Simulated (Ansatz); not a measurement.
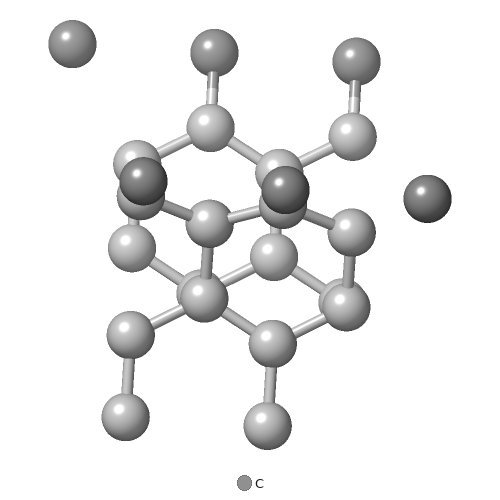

The system is Si on a C(101) slab cut from the P6_3/mmc phase, its upper half relaxed before the scan (20 atoms of substrate and one adsorbate in a 2 × 1 cell); the picture shows it without the atoms that are moved over the map. Si is moved over the surface cell at a fixed height above a rigid substrate; the origin of the map has the adsorbate above C19; the height is held at 3.40 Å. Places are given modulo a cell vector. The map is drawn in real space over the plane of the surface. The grid has 4 × 4 points. Places are given in fractions of the 1 × 1 surface cell. All energies are given in eV relative to the lowest grid point. The runs have no spin polarisation, so an open-shell adsorbate far from the surface lies too high. At a fixed height the lowest place need not be the adsorption site. These are results of DFT PBE+D3(BJ), scalar-relativistic, plane waves, PAW in Ansatz 0.2.0, not measurements. Settings: cutoff 420 eV, k-mesh 6×4×1, gaussian smearing 0.1 eV, no spin polarisation.

Range: position of Si21 along the first surface vector from 0.00 to 0.75; position of Si21 along the second surface vector from 0.00 to 0.75.

**Predict the map.**

The lowest grid point is at the top site over a surface C atom, (0/4, 0/4) of the cell vectors. The highest grid point, (3/4, 2/4) of the cell vectors, lies 0.405 eV above the lowest.

| second ↓, first → | 0/4 | 1/4 | 2/4 | 3/4 |
| --- | --- | --- | --- | --- |
| 3/4 | 0.259 | 0.264 | 0.264 | 0.259 |
| 2/4 | 0.404 | 0.404 | 0.404 | 0.405 |
| 1/4 | 0.279 | 0.279 | 0.285 | 0.285 |
| 0/4 | 0.000 | 0.011 | 0.022 | 0.011 |

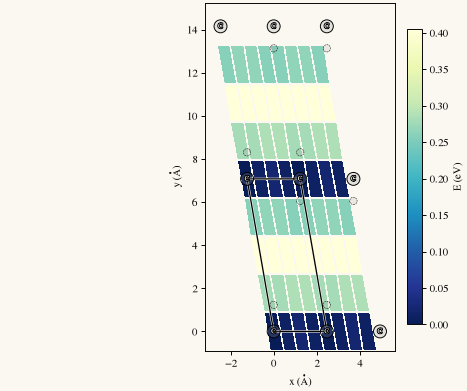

The picture shows one coloured cell a grid point, labelled circles for the atoms of the top layer and small ones for the second layer, the outline of one cell of the 2 × 2 shown.

Time for the 16 points that were run: 15 min on 4 threads of Intel(R) Xeon(R) Platinum 8488C (Sapphire Rapids) (shared host).

PAW datasets: the set soft_1.
